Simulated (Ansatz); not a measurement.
# Band-structure calculation of ScAl3

The run: band-structure calculation of ScAl3 (4 atoms in the cell). Method and program: DFT r2SCAN, scalar-relativistic, plane waves, PAW, no spin polarisation (Ansatz 0.2.0).

The structure derives from a Materials Project entry.

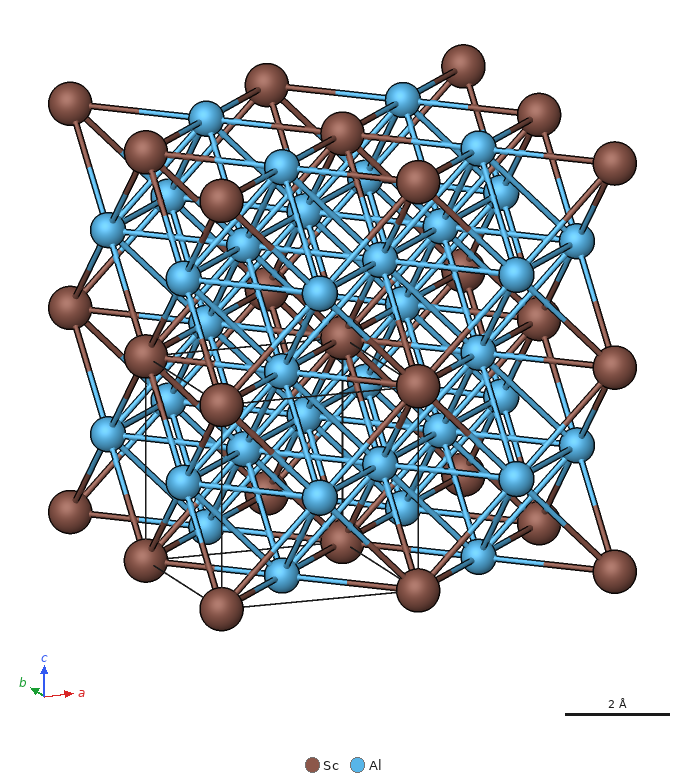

Fig. 1: The input geometry (ball-and-stick view of the cell of the calculation, repeated 2 × 2 × 2, seen slightly off an axis). Near neighbours in the crystal (not all of them lie inside the picture): Sc has 12 Al at 2.89 Å; Al has 8 Al at 2.89 Å and 4 Sc at 2.89 Å.

### Key numbers

```csv
quantity,value
outcome,converged
space group (tolerance 0.01 Å),Pm-3m (221)
electrons treated,20
free energy,−3763.7694 eV
Fermi energy,9.323 eV
gap on the k-point mesh,none (metallic)
pressure,0.00 GPa
largest force (length of the vector),under 0.001 eV/Å
hardware,"1 thread of Intel Xeon @ 2.90GHz (Ice Lake), 64 GiB of memory available, shared host"
wall time,41 s
peak memory,0.54 GiB
```

### Input file
```yaml
crystal:
  lattice:
    - [4.0855365675, 0.0, 0.0]
    - [0.0, 4.0855365675, 0.0]
    - [0.0, 0.0, 4.0855365675]
  atoms:
    - { symbol: Sc, position: [0.0, 0.0, 0.0] }
    - { symbol: Al, position: [0.5, 0.0, 0.5] }
    - { symbol: Al, position: [0.0, 0.5, 0.5] }
    - { symbol: Al, position: [0.5, 0.5, 0.0] }
basis:
  ecutwfc: 500
kpoints:
  mp_grid: { grid: [10, 10, 10] }
  band_path:
    path:
      - [[0.0, 0.0, 0.0], [0.0, 0.5, 0.0], [0.5, 0.5, 0.0], [0.0, 0.0, 0.0], [0.5, 0.5, 0.5], [0.0, 0.5, 0.0]]
      - [[0.5, 0.5, 0.5], [0.5, 0.5, 0.0]]
    npoints: 14
hamiltonian:
  xc: r2scan
scf:
  occupations: { method: gaussian, width: 0.1 }
  n_extra_bands: 10
output:
  forces: true
  stress: true
  eigenvalues: true
  populations: true
  dos: { projected: true, de: 0.02, nscf_kmesh: { grid: [15, 15, 15] } }
  bader: true
  write_density: true
  write_potential: true
  elf: true
  volumetric_format: npy
```

Launch command:
```bash
ansatz run input.yaml --threads 1 --pin off --max-ram 2560MiB --backend cpu --events-out ev --progress --plain --runs-dir out
```

### Output
```
scf.n_extra_bands = 10 over 10 filled bands (N_el = 20.0): the run solves 20 bands
Engine: ansatz 0.2.0, x86_64-unknown-linux-gnu
Pseudopotentials: kind: paw
Pseudopotential: Sc, paw, valence charge 11, recommended cutoff 500 eV (meta_gga), Sc.paw.azcp
Pseudopotential: Al, paw, valence charge 3, recommended cutoff 500 eV (meta_gga), Al.paw.azcp
Functional definition: r2SCAN
  parameter k0 = 0.174
  parameter k1 = 0.065
  parameter a1 = 4.9479
  exchange = r2scan_x(k0 = k0, k1 = k1, a1 = a1)
  correlation = r2scan_c
Crystal: 4 atoms, lattice volume = 68.194 Å³
Basis set: ecut = 500 eV, 1743 PW (Γ), exchange–correlation on 120×120×120 points (64 copies of the dense FFT grid, shifted against one another)
Bands: 20, of which v1, the nominal top of the filled ones, is band 10 counted from 1 (9 counted from 0)
Symmetry: 48 space group operations
Space group: Pm-3m (ITA 221), of the structure as read, at distance tolerance 4.1e-5 Å
k-points: 56 of 1000
Non-local potential: Sc, projectors of the file, l = 0: 3, l = 1: 2, l = 2: 3, l = 3: 1
Non-local potential: Al, projectors of the file, l = 0: 2, l = 1: 2, l = 2: 1
PAW form: soft (Blöchl's): semilocal exchange-correlation on the pseudo side does not see the compensation charge
PAW frozen core: Sc, regenerated for the run's functional (the file was generated under x = pbe(κ = 0.804, μ = 0.2195149727645171), c = pbe(β = 0.06672455060314922))
PAW frozen core: Al, regenerated for the run's functional (the file was generated under x = pbe(κ = 0.804, μ = 0.2195149727645171), c = pbe(β = 0.06672455060314922))
PAW one-centre angular grid: Sc, 590 points (default); XC on 160 Gauss nodes
PAW one-centre angular grid: Al, 302 points (default); XC on 160 Gauss nodes
Initial density: superposition of atomic densities (neutral atoms: chi_scale 0, normalization atom), corrected by the library's trained network
Initial wavefunctions: pseudopotential atomic-orbital guess
Functional: x = r2scan, c = r2scan; τ floored in thin density (d = 2e-4 eV/Å³)
SCF iter   1: F=—  HF=-3763.702163 eV  |F-HF|=—  |Δ(HF+E_count)|=         —  Δρ=6.20e-3  dr2=2.36e-2  dr2_τ=2.22e-2  ethr=1.77e-3  ⟨swp⟩=5.3  Hψ=6060  notcnv=0  defer=18
preconditioner: auto → Kerker (q_TF=auto, 2.224 Å⁻¹)  [metal: Δε(μ)=0.021 eV  Ē_g=8.262 eV  σ=0.100 eV  W_gap=0.12  n_scr=18 (ndim 8)  ℏωp=15.6 eV  f_vac=0.000  D(μ)=1.07/eV (n_scr^D=6)]
SCF iter   2: F=—  HF=-3763.770921 eV  |F-HF|=—  |Δ(HF+E_count)|=   6.88e-2  Δρ=3.22e-3  dr2=7.94e-3  dr2_τ=1.80e-4  ethr=1.18e-4  ⟨swp⟩=2.0  Hψ=2418  notcnv=0  defer=214
SCF iter   3: F=—  HF=-3763.769562 eV  |F-HF|=—  |Δ(HF+E_count)|=   1.36e-3  Δρ=9.18e-4  dr2=8.62e-4  dr2_τ=3.10e-5  ethr=3.97e-5  ⟨swp⟩=2.3  Hψ=1417  notcnv=0  defer=214
SCF iter   4: F=—  HF=-3763.769419 eV  |F-HF|=—  |Δ(HF+E_count)|=   1.43e-4  Δρ=1.62e-4  dr2=2.32e-5  dr2_τ=5.42e-7  ethr=4.31e-6  ⟨swp⟩=2.3  Hψ=1438  notcnv=0  defer=214
SCF iter   5: F=—  HF=-3763.769424 eV  |F-HF|=—  |Δ(HF+E_count)|=   5.26e-6  Δρ=3.14e-5  dr2=6.13e-7  dr2_τ=2.27e-8  ethr=1.16e-7  ⟨swp⟩=2.0  Hψ=1241  notcnv=0  defer=214
SCF iter   6: F=—  HF=-3763.769425 eV  |F-HF|=—  |Δ(HF+E_count)|=   1.35e-6  Δρ=1.29e-5  dr2=1.80e-7  dr2_τ=4.40e-9  ethr=5.00e-10  ⟨swp⟩=12.3  Hψ=7694  notcnv=0
SCF iter   7: F=-3763.769426 eV  HF=-3763.769426 eV  |F-HF|=5.17e-8  |Δ(HF+E_count)|=   1.76e-7  Δρ=5.16e-6  dr2=2.23e-8  dr2_τ=6.74e-10  ethr=5.00e-10  ⟨swp⟩=8.1  Hψ=5598  notcnv=0
SCF 1 converged in 7 iterations: F = -3763.769426 eV  dr2 = 2.23e-8
  greatest PAW one-centre occupation: 0.998 electrons in one spin orbital (limit 2), on the Sc atom at site 0 (counted from 0), in its partial waves of l = 1
NSCF: frozen V_eff on 86 k-points
NSCF: frozen V_eff on 120 k-points
SCF converged after 7 iterations
Free energy (F): -3763.769426 eV
Harris-Foulkes:  -3763.769426 eV  (|F-HF|=5.17e-8)
Internal energy: -3763.764168 eV  (E = F + TS)
E sigma→0 (E₀):  -3763.766797 eV
Entropy (-TS):   -0.005258 eV (-1.314 meV/atom)
Fermi energy:    9.323330 eV
--- Per-component energies (eV) ---
  E_band       = -138.109468
  E_kinetic    = 334.034135
  E_local      = -1001.543262  (includes V_loc(G=0)·N_el)
  E_nonlocal   = 111.693282
  E_hartree    = 387.587527
  E_xc         = -212.062099
  E_vxc        = -237.126826  (∫ρ·V_xc dr)
  E_paw        = -2384.348711  (= ΣΔE_a)
  E_vpaw       = -133.156791  (= ΣTr[D̂ρ^β])
  E_aug_tail   = 0.000002  (compensation charges beyond the density's cutoff)
  E_vtau       = 12.813142  (kinetic-family band-sum trace: ∫τ·v_τ [+ j·A + Jᵃ·Aᵃ] dr)
  E_ewald      = -998.706226
  E_core_change = -0.418816  (= ΣΔE_core)
  E_smearing   = -0.005258  (= −TS)
  E_closure    = -0.000000  (closes the sum)
  Σ components = -3763.769426   (vs F -3763.769426, Δ=0.00e0)
--- Forces (eV/Å), atoms counted from 1 ---
  atom   1  Sc     0.00000000    -0.00000000    -0.00000000
  atom   2  Al     0.00000000    -0.00000000     0.00000000
  atom   3  Al     0.00000000     0.00000000     0.00000000
  atom   4  Al     0.00000000     0.00000000     0.00000000
  max |Σ_I F_I| component: 2.35e-30 eV/Å
--- Stress (GPa, compression-positive) ---
       -0.000290       0.000000       0.000000
       -0.000000      -0.000290       0.000000
        0.000000       0.000000      -0.000290
  P = ⅓ Tr σ = -0.0003 GPa (-0.003 kbar)
--- Band table (eV; the first three rows and the last of 56) ---
  k-point 0: bands = ["-41.7985", "-19.5190", "-19.5190", "-19.5190", "-1.3394", "6.5968", "6.5968", "7.2897", "7.2897", "7.2897", "10.6317", "10.7244", "10.7244", "10.7244", "14.5988", "14.5988", "14.9186", "14.9186", "14.9186", "17.9796"]
  k-point 1: bands = ["-41.7983", "-19.5224", "-19.5187", "-19.5187", "-1.2419", "5.7065", "6.6707", "7.3066", "7.3066", "7.9273", "10.6566", "10.6566", "10.7564", "11.0317", "13.7027", "14.7080", "14.9935", "14.9935", "15.5943", "17.0325"]
  k-point 2: bands = ["-41.7980", "-19.5312", "-19.5181", "-19.5181", "-0.9525", "4.4645", "6.8848", "7.3501", "7.3501", "8.6265", "10.5081", "10.5081", "10.8431", "11.8819", "12.6094", "14.8421", "14.8421", "15.1117", "16.1077", "16.6858"]
  k-point 55: bands = ["-41.7945", "-19.5445", "-19.5445", "-19.5445", "4.3041", "4.3041", "4.3041", "4.4736", "6.0241", "6.0241", "6.0241", "10.3869", "12.2005", "12.2005", "13.6509", "13.6509", "13.6509", "20.9883", "20.9883", "20.9883"]
--- Löwdin populations: 4 sites ---
  site symbol       q [e]
     0     Sc     10.5295
     1     Al      3.1144
     2     Al      3.1144
     3     Al      3.1144
  spilling = 0.006365 (of n_electrons = 20.000000)
--- Bader charges: 4 sites ---
  site symbol  charge [e]  shift [e]
     0     Sc      1.2621     0.0000
     1     Al     -0.4207     0.0000
     2     Al     -0.4207     0.0000
     3     Al     -0.4207     0.0000
  estimated error of the sums over rays = 2.3e-4 e
```

### File populations.tsv
```
# site	symbol	l	j	q
# orbitals = lowdin
# n_electrons = 20.000000
# spilling = 0.006365
0	Sc	0_3S	-	1.916487
0	Sc	0_4S	-	0.350529
0	Sc	1_3P	-	5.980675
0	Sc	2_3D	-	2.281843
1	Al	0_3S	-	0.858596
1	Al	1_3P	-	2.255795
2	Al	0_3S	-	0.858596
2	Al	1_3P	-	2.255795
3	Al	0_3S	-	0.858596
3	Al	1_3P	-	2.255795
```

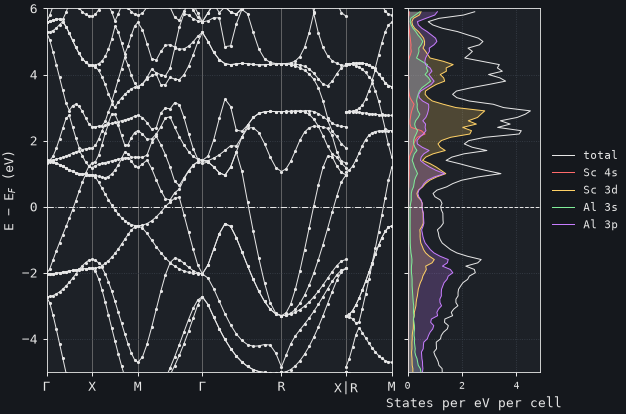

Fig. 2: Band structure along Γ–X–M–Γ–R–X|R–M and density of states (projected on Löwdin-orthogonalised atomic shells), with energies from the Fermi level. Bands cross the Fermi level: a metal at this level of theory.

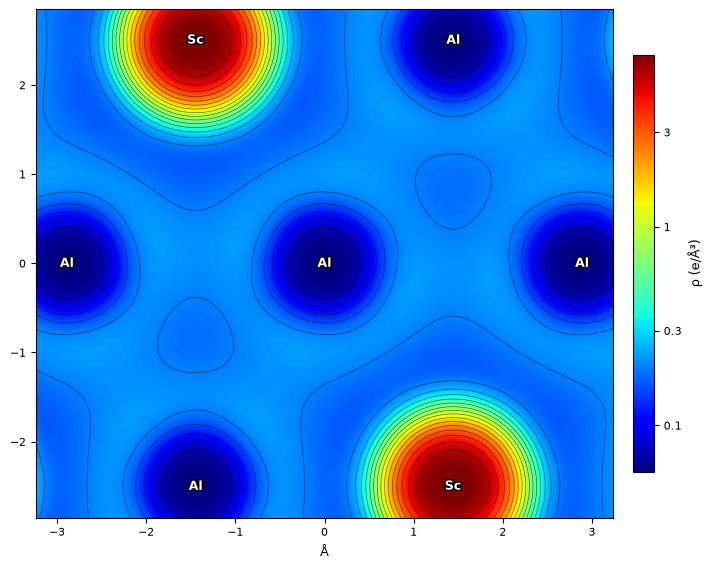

Fig. 3: Valence pseudo-density on the (111) plane of the conventional cell. The section cuts through Sc and Al sites. Sc–Al (2.89 Å): ρ is about 0.17 e/Å³ halfway. Al–Al (2.89 Å): ρ is about 0.21 e/Å³ halfway. Away from the nuclei the density in this plane falls to 0.16 e/Å³ at its lowest. Core electrons are frozen (PAW), so the fields are smoothed inside the atomic spheres.

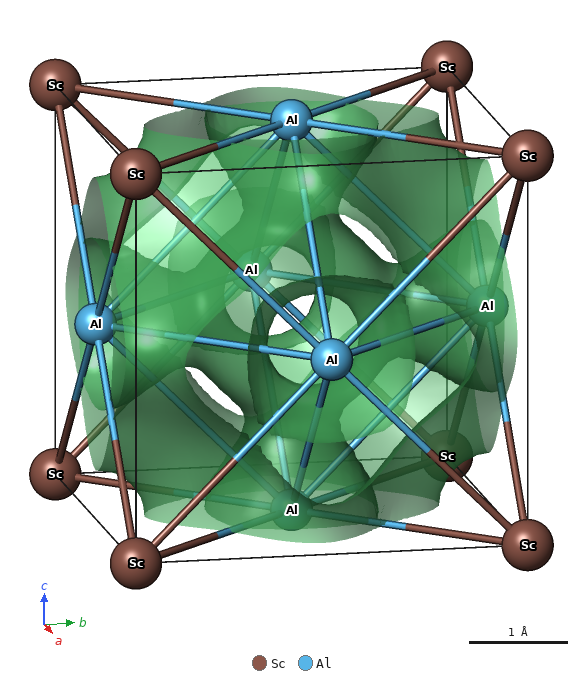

Fig. 4: Isosurface of the electron localisation function at 0.55 (green), seen slightly off an axis. Core shells and regions of very low density are left out. Sticks mark near contacts. The outline is the cell set on symmetry axes. Values along the shortest contacts: Sc–Al (2.89 Å): the ELF is about 0.30 at the midpoint; no localised pair between them. Al–Al (2.89 Å): the ELF peaks at about 0.70 between the atoms.
